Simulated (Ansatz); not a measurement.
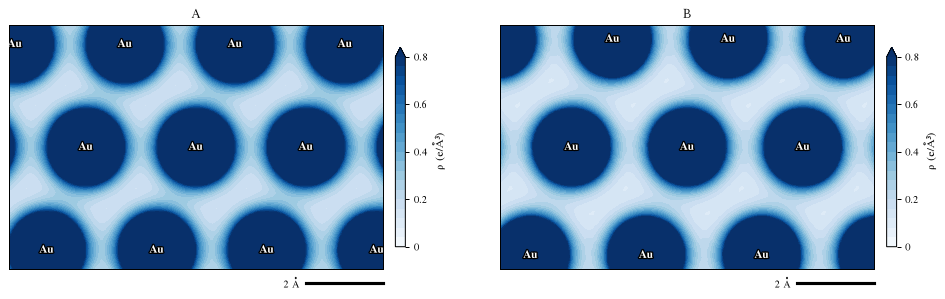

Au. The valence electron density of two cells that differ in size, on the (11̄0) plane of each (indices in the axes of the calculation cell), at one length scale and on one colour scale: B has 20.6 Å³ an atom and A 17.8.

Space group I4/mmm; a structure from a database of computed crystals, not necessarily the ambient phase; computed without spin polarisation.

These are results of Ansatz 0.2.0, DFT PBEsol, scalar-relativistic, plane waves, PAW, not measurements.

Question: What does the compression do to the bonding and the properties?

Answer: From the larger cell to the smaller, Au–Au goes from 2.99 to 2.85 Å, and the density at its midpoint from 0.22 to 0.3 e/Å³; the pressure goes from −19 to −6 GPa.
